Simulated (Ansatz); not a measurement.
Consider SiO$_{2}$.

Input

```
crystal:
  lattice:
    - [4.982, 0.0, 0.0]
    - [0.0, 4.982, 0.0]
    - [0.0, 0.0, 6.963]
  atoms:
    - { symbol: Si, position: [0.79897, 0.20103, 0.75] }
    - { symbol: Si, position: [0.70103, 0.70103, 0.5] }
    - { symbol: Si, position: [0.20103, 0.79897, 0.25] }
    - { symbol: Si, position: [0.29897, 0.29897, 0.0] }
    - { symbol: O, position: [0.10347, 0.23989, 0.82187] }
    - { symbol: O, position: [0.26011, 0.60347, 0.07187] }
    - { symbol: O, position: [0.89653, 0.76011, 0.32187] }
    - { symbol: O, position: [0.73989, 0.39653, 0.57187] }
    - { symbol: O, position: [0.60347, 0.26011, 0.92813] }
    - { symbol: O, position: [0.76011, 0.89653, 0.67813] }
    - { symbol: O, position: [0.39653, 0.73989, 0.42813] }
    - { symbol: O, position: [0.23989, 0.10347, 0.17813] }
hamiltonian:
  xc: blyp
  pseudopotentials: { kind: paw }
  dispersion: d4
kpoints:
  mp_grid: { grid: [6, 6, 4] }
scf:
  occupations: { method: fermi_dirac, width: 0.05 }
output:
  forces: true
  stress: true
  eigenvalues: true
  write_density: true
  write_potential: true
  elf: true
  volumetric_format: npy
relax:
  f_tol: 0.01
  max_steps: 40
  cell: { stress_tol: 0.05 }
```

Run with:

```sh
ansatz run input.yaml --threads 4 --pin off --max-ram 11264MiB --backend cpu --events-out ev --progress --plain --runs-dir out
```

Below, planes, directions and counts refer to the conventional cell (a = 4.88 Å, b = 4.88 Å, c = 6.66 Å, α = 90.00°, β = 90.00°, γ = 90.00°).

The fields are those of the run's last geometry, not of the input's.

Space group P4₁2₁2.

The calculation used Ansatz 0.2.0, Kohn-Sham DFT of a periodic cell, BLYP with D4, Ansatz PAW.

Q: What can the converged valence pseudo-density and electron localisation function tell about the bonding?

A: Si–O (1.62 Å): ρ at the midpoint is about 1.2 e/Å³; the ELF peaks at about 0.85 between the atoms; a polar covalent bond.

Q: Does the calculation make it a metal, or give it a gap?

A: It is gapped, with a Kohn–Sham gap of 5.8 eV on the k-point mesh, an upper bound to the gap of this method.

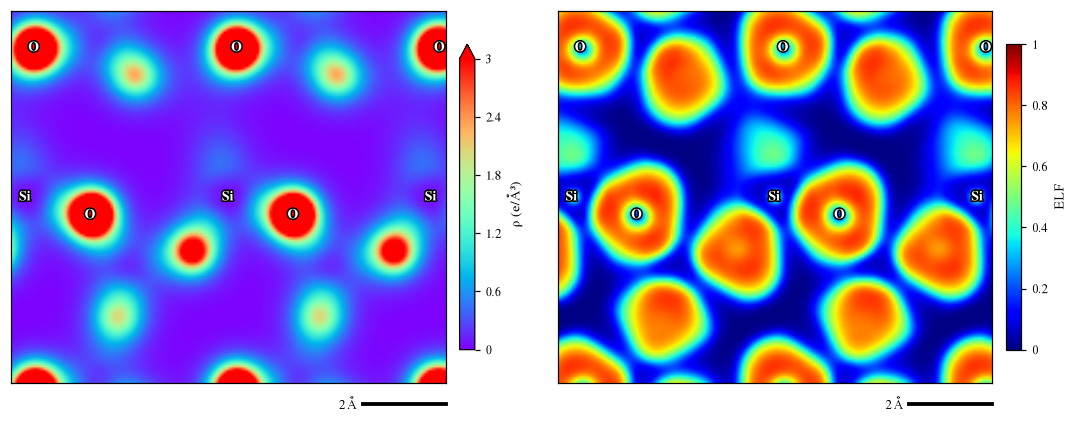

Computed valence pseudo-density and electron localisation function on the (101) plane of the conventional cell, in this order. Atoms just off the plane (Si, 0.4 Å away and O, 0.4 Å away) can leave unmarked features too.

In a PAW calculation such maps are meaningful between the atoms, not at the nuclei.
